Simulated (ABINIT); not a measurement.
**InAs: optical-spectrum calculation (part 2 of 2)**

Continued. System: InAs (2 atoms in the cell). Method: Kohn-Sham DFT of a periodic cell, LDA, HGH LDA, no spin polarisation (ABINIT 10.8.3); cutoff 353.75 eV, 6×6×6 k-mesh, fermi-dirac of 0.05 eV. The structure derives from an entry of the Crystallography Open Database.

Geometry of the input (Å; fractional positions):
```
0.0000  3.0180  3.0180
3.0180  0.0000  3.0180
3.0180  3.0180  0.0000
In 0.0000  0.0000  0.0000
As 0.7500  0.7500  0.7500
```

### The program's output, continued
```
--- !ResultsGS
iteration_state: {dtset: 1, }
comment   : Summary of ground state results
lattice_vectors:
- [  0.0000000,   5.7031934,   5.7031934, ]
- [  5.7031934,   0.0000000,   5.7031934, ]
- [  5.7031934,   5.7031934,   0.0000000, ]
lattice_lengths: [   8.06553,    8.06553,    8.06553, ]
lattice_angles: [ 60.000,  60.000,  60.000, ] # degrees, (23, 13, 12)
lattice_volume:   3.7100888E+02
convergence: {deltae:  1.421E-14, res2:  1.671E-14, residm:  6.027E-10, diffor: null, }
etotal    :  -8.45501100E+00
entropy   :   0.00000000E+00
fermie    :   8.10336428E-02
cartesian_stress_tensor: # hartree/bohr^3
- [  1.35255836E-04,   0.00000000E+00,   0.00000000E+00, ]
- [  0.00000000E+00,   1.35255836E-04,   0.00000000E+00, ]
- [  0.00000000E+00,   0.00000000E+00,   1.35255836E-04, ]
pressure_GPa:  -3.9794E+00
xred      :
- [  0.0000E+00,   0.0000E+00,   0.0000E+00, In]
- [  7.5000E-01,   7.5000E-01,   7.5000E-01, As]
cartesian_forces: # hartree/bohr
- [ -0.00000000E+00,  -0.00000000E+00,  -0.00000000E+00, ]
- [ -0.00000000E+00,  -0.00000000E+00,  -0.00000000E+00, ]
force_length_stats: {min:   0.00000000E+00, max:   0.00000000E+00, mean:   0.00000000E+00, }
...

 Integrated electronic density in atomic spheres:
 ------------------------------------------------
 Atom  Sphere_radius  Integrated_density
    1        2.00000          0.68486590
    2        2.00000          2.43271808
================================================================================

 ----iterations are completed or convergence reached----

 Mean square residual over all n,k,spin=   45.540E-13; max=  60.270E-11
 reduced coordinates (array xred) for    2 atoms
       0.000000000000      0.000000000000      0.000000000000
       0.750000000000      0.750000000000      0.750000000000
 rms dE/dt=  0.0000E+00; max dE/dt=  0.0000E+00; dE/dt below (all hartree)
    1       0.000000000000      0.000000000000      0.000000000000
    2       0.000000000000      0.000000000000      0.000000000000

 cartesian coordinates (angstrom) at end:
    1      0.00000000000000     0.00000000000000     0.00000000000000
    2      4.52699999691250     4.52699999691250     4.52699999691250

 cartesian forces (hartree/bohr) at end:
    1     -0.00000000000000    -0.00000000000000    -0.00000000000000
    2     -0.00000000000000    -0.00000000000000    -0.00000000000000
 frms,max,avg= 0.0000000E+00 0.0000000E+00   0.000E+00  0.000E+00  0.000E+00 h/b

 cartesian forces (eV/Angstrom) at end:
    1     -0.00000000000000    -0.00000000000000    -0.00000000000000
    2     -0.00000000000000    -0.00000000000000    -0.00000000000000
 frms,max,avg= 0.0000000E+00 0.0000000E+00   0.000E+00  0.000E+00  0.000E+00 e/A
 length scales=  1.000000000000  1.000000000000  1.000000000000 bohr
              =  0.529177210544  0.529177210544  0.529177210544 angstroms
 Fermi (or HOMO) energy (hartree) =   0.08103   Average Vxc (hartree)=  -0.29579
 Eigenvalues (hartree) for nkpt=  28  k points:
 kpt#   1, nband=  8, wtk=  0.02778, kpt= -0.0833 -0.1667  0.0000 (reduced coord)
  -0.36139   -0.01863    0.04662    0.04882    0.13020    0.19498    0.24017    0.24074
      occupation numbers for kpt#   1
   2.00000    2.00000    2.00000    2.00000    0.00000    0.00000    0.00000    0.00000
 prteigrs : prtvol=0 or 1, do not print more k-points.

--- !EnergyTerms
iteration_state     : {dtset: 1, }
comment             : Components of total free energy in Hartree
kinetic             :  3.02088722780328E+00
hartree             :  9.29006721913423E-01
xc                  : -2.30317287162660E+00
Ewald energy        : -7.88783474488590E+00
psp_core            :  5.55319199668259E-01
local_psp           : -3.52593639639720E+00
non_local_psp       :  7.56719928949723E-01
internal            : -8.45501093457501E+00
'-kT*entropy'       : -6.57431680685547E-08
total_energy        : -8.45501100031818E+00
total_energy_eV     : -2.30072570043676E+02
band_energy         : -8.94260046406598E-01
...

 Cartesian components of stress tensor (hartree/bohr^3)
  sigma(1 1)=  1.35255836E-04  sigma(3 2)=  0.00000000E+00
  sigma(2 2)=  1.35255836E-04  sigma(3 1)=  0.00000000E+00
  sigma(3 3)=  1.35255836E-04  sigma(2 1)=  0.00000000E+00

-Cartesian components of stress tensor (GPa)         [Pressure= -3.9794E+00 GPa]
- sigma(1 1)=  3.97936408E+00  sigma(3 2)=  0.00000000E+00
- sigma(2 2)=  3.97936408E+00  sigma(3 1)=  0.00000000E+00
- sigma(3 3)=  3.97936408E+00  sigma(2 1)=  0.00000000E+00

================================================================================
== DATASET  2 ==================================================================

--- !DatasetInfo
iteration_state: {dtset: 2, }
dimensions: {natom: 2, nkpt: 28, mband: 14, nsppol: 1, nspinor: 1, nspden: 1, mpw: 860, }
cutoff_energies: {ecut:  13.0, pawecutdg:  -1.0, }
electrons: {nelect:   8.00000000E+00, charge:   0.00000000E+00, occopt:   3.00000000E+00, tsmear:   1.83746611E-03, }
meta: {optdriver: 0, ionmov: 0, optcell: 0, iscf: -3, paral_kgb: 0, }
...

 mkfilename : getden/=0, take file _DEN from output of DATASET   1.

 Exchange-correlation functional for the present dataset will be:
  LDA: Perdew-Wang 92 LSD fit to Ceperley-Alder data - ixc=7
  J.P.Perdew and Y.Wang, PRB 45, 13244 (1992)

 Real(R)+Recip(G) space primitive vectors, cartesian coordinates (Bohr,Bohr^-1):
 R(1)=  0.0000000  5.7031934  5.7031934  G(1)= -0.0876702  0.0876702  0.0876702
 R(2)=  5.7031934  0.0000000  5.7031934  G(2)=  0.0876702 -0.0876702  0.0876702
 R(3)=  5.7031934  5.7031934  0.0000000  G(3)=  0.0876702  0.0876702 -0.0876702
 Unit cell volume ucvol=  3.7100888E+02 bohr^3
 Angles (23,13,12)=  6.00000000E+01  6.00000000E+01  6.00000000E+01 degrees

 getcut: wavevector=  0.0000  0.0000  0.0000  ngfft=  30  30  30
         ecut(hartree)=     13.000   => boxcut(ratio)=   2.29421

 getcut : COMMENT -
  Note that boxcut > 2.2 ; recall that boxcut=Gcut(box)/Gcut(sphere) = 2
  is sufficient for exact treatment of convolution.
  Such a large boxcut is a waste : you could raise ecut
  e.g. ecut=   17.106064 Hartrees makes boxcut=2

--------------------------------------------------------------------------------

================================================================================

--- !BeginCycle
iteration_state: {dtset: 2, }
solver: {iscf: -3, nstep: 120, nline: 4, wfoptalg: 0, }
tolerances: {tolwfr: 1.00E-12, }
...

     iter   Etot(hartree)      deltaE(h)  residm     vres2
 Non-SCF case, kpt    1 ( -0.08333 -0.16667  0.00000), residuals and eigenvalues=
  1.17E-13  2.16E-13  6.43E-13  8.93E-13  2.84E-14  2.36E-13  5.54E-13  3.10E-14
  9.05E-13  5.77E-13  8.95E-13  2.94E-13  1.49E-11  1.39E-10
 -3.6139E-01 -1.8631E-02  4.6616E-02  4.8815E-02  1.3020E-01  1.9498E-01
  2.4017E-01  2.4074E-01  3.5420E-01  3.9409E-01  4.1590E-01  4.5612E-01
  5.0272E-01  5.3141E-01
 prteigrs : prtvol=0 or 1, do not print more k-points.

--- !ResultsGS
iteration_state: {dtset: 2, }
comment   : Summary of ground state results
lattice_vectors:
- [  0.0000000,   5.7031934,   5.7031934, ]
- [  5.7031934,   0.0000000,   5.7031934, ]
- [  5.7031934,   5.7031934,   0.0000000, ]
lattice_lengths: [   8.06553,    8.06553,    8.06553, ]
lattice_angles: [ 60.000,  60.000,  60.000, ] # degrees, (23, 13, 12)
lattice_volume:   3.7100888E+02
convergence: {deltae:  0.000E+00, res2:  0.000E+00, residm:  9.937E-13, diffor:  0.000E+00, }
etotal    :  -8.45501100E+00
entropy   :   0.00000000E+00
fermie    :   8.10336430E-02
cartesian_stress_tensor: null
pressure_GPa: null
xred      :
- [  0.0000E+00,   0.0000E+00,   0.0000E+00, In]
- [  7.5000E-01,   7.5000E-01,   7.5000E-01, As]
cartesian_forces: null
force_length_stats: {min: null, max: null, mean: null, }
...

 Integrated electronic density in atomic spheres:
 ------------------------------------------------
 Atom  Sphere_radius  Integrated_density
    1        2.00000          0.68486589
    2        2.00000          2.43271806
================================================================================

 ----iterations are completed or convergence reached----

 Mean square residual over all n,k,spin=   34.067E-14; max=  99.370E-14
 reduced coordinates (array xred) for    2 atoms
       0.000000000000      0.000000000000      0.000000000000
       0.750000000000      0.750000000000      0.750000000000

 cartesian coordinates (angstrom) at end:
    1      0.00000000000000     0.00000000000000     0.00000000000000
    2      4.52699999691250     4.52699999691250     4.52699999691250
 length scales=  1.000000000000  1.000000000000  1.000000000000 bohr
              =  0.529177210544  0.529177210544  0.529177210544 angstroms
 Eigenvalues (hartree) for nkpt=  28  k points:
 kpt#   1, nband= 14, wtk=  0.02778, kpt= -0.0833 -0.1667  0.0000 (reduced coord)
  -0.36139   -0.01863    0.04662    0.04882    0.13020    0.19498    0.24017    0.24074
   0.35420    0.39409    0.41590    0.45612    0.50272    0.53141
      occupation numbers for kpt#   1
   2.00000    2.00000    2.00000    2.00000    0.00000    0.00000    0.00000    0.00000
   0.00000    0.00000    0.00000    0.00000    0.00000    0.00000
 prteigrs : prtvol=0 or 1, do not print more k-points.

--- !EnergyTerms
iteration_state     : {dtset: 2, }
comment             : Components of total free energy in Hartree
kinetic             :  3.02088720324760E+00
hartree             :  9.29006721913423E-01
xc                  : -2.30317287162660E+00
Ewald energy        : -7.88783474488590E+00
psp_core            :  5.55319199668259E-01
local_psp           : -3.52593639639720E+00
non_local_psp       :  7.56719917625065E-01
internal            : -8.45501097045535E+00
'-kT*entropy'       : -6.57431671493971E-08
total_energy        : -8.45501103619852E+00
...

--- !EnergyTermsDC
iteration_state     : {dtset: 2, }
comment             : '"Double-counting" decomposition of free energy'
band_energy         : -8.94260044481926E-01
Ewald energy        : -7.88783474488590E+00
psp_core            :  5.55319199668259E-01
xc_dc               : -2.28235344874625E-01
internal            : -8.45501093457419E+00
'-kT*entropy'       : -6.57431671493971E-08
total_energy_dc     : -8.45501100031736E+00
...

================================================================================
== DATASET  3 ==================================================================

--- !DatasetInfo
iteration_state: {dtset: 3, }
dimensions: {natom: 2, nkpt: 28, mband: 10, nsppol: 1, nspinor: 1, nspden: 1, mpw: 860, }
cutoff_energies: {ecut:  13.0, pawecutdg:  -1.0, }
electrons: {nelect:   8.00000000E+00, charge:   0.00000000E+00, occopt:   3.00000000E+00, tsmear:   1.83746611E-03, }
meta: {optdriver: 8, wfk_task: 7, }
...

 mkfilename : getwfk/=0, take file _WFK from output of DATASET   2.

 Exchange-correlation functional for the present dataset will be:
  LDA: Perdew-Wang 92 LSD fit to Ceperley-Alder data - ixc=7
  J.P.Perdew and Y.Wang, PRB 45, 13244 (1992)

--------------------------------------------------------------------------------

 Computation of velocity matrix elements (DDK)

 Parameters extracted from the Abinit header:
    ecut:     13.0
    nkpt:    864
    mband:   14
    nsppol:  1
    nspinor: 1
    useylm:  0
    inclvkb: 2
    bmin: 1, bmax: 14
    Computing diagonal and off-diagonal matrix elements
    Between band index bmin: 1, bmax: 14

== END DATASET(S) ==============================================================
================================================================================

 -outvars: echo values of variables after computation  --------
            acell      1.0000000000E+00  1.0000000000E+00  1.0000000000E+00 Bohr
           etotal1    -8.4550110003E+00
           etotal2    -8.4550110003E+00
           etotal3     0.0000000000E+00
            fcart1    -0.0000000000E+00 -0.0000000000E+00 -0.0000000000E+00
                      -0.0000000000E+00 -0.0000000000E+00 -0.0000000000E+00
            fcart3     0.0000000000E+00  0.0000000000E+00  0.0000000000E+00
                       0.0000000000E+00  0.0000000000E+00  0.0000000000E+00
            rprim      0.0000000000E+00  5.7031934441E+00  5.7031934441E+00
                       5.7031934441E+00  0.0000000000E+00  5.7031934441E+00
                       5.7031934441E+00  5.7031934441E+00  0.0000000000E+00
           strten1     1.3525583579E-04  1.3525583579E-04  1.3525583579E-04
                       0.0000000000E+00  0.0000000000E+00  0.0000000000E+00
           strten3     0.0000000000E+00  0.0000000000E+00  0.0000000000E+00
                       0.0000000000E+00  0.0000000000E+00  0.0000000000E+00
           xangst      0.0000000000E+00  0.0000000000E+00  0.0000000000E+00
                       4.5269999969E+00  4.5269999969E+00  4.5269999969E+00
             xred      0.0000000000E+00  0.0000000000E+00  0.0000000000E+00
                       7.5000000000E-01  7.5000000000E-01  7.5000000000E-01
 Calculation completed.
```

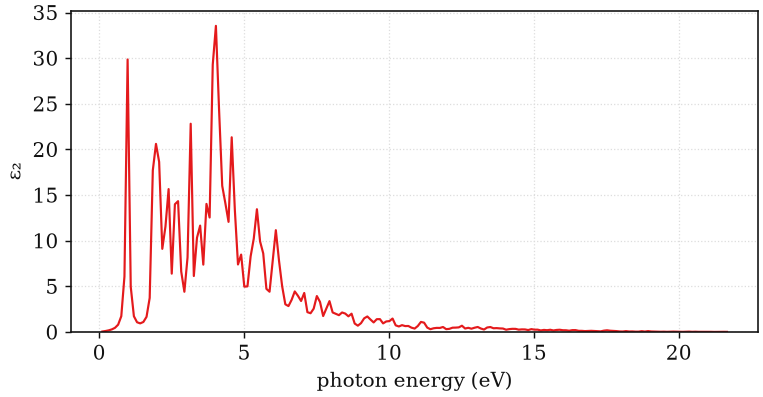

Imaginary part of the dielectric function (first component that the program prints). The highest peak, 33.5, lies at 4.03 eV.

### Summary

```tsv
quantity	value
outcome	converged
space group (tolerance 0.01 Å)	F-43m (216)
electrons treated	8
free energy	−230.0726 eV
Fermi energy	2.205 eV
gap on the k-point mesh	0.97 eV
pressure	−3.98 GPa
largest force (length of the vector)	under 0.001 eV/Å
wall time	31 s
peak memory	0.24 GiB
```

Points of doubt noted for this run: cutoff too low for stress; no intraband term.
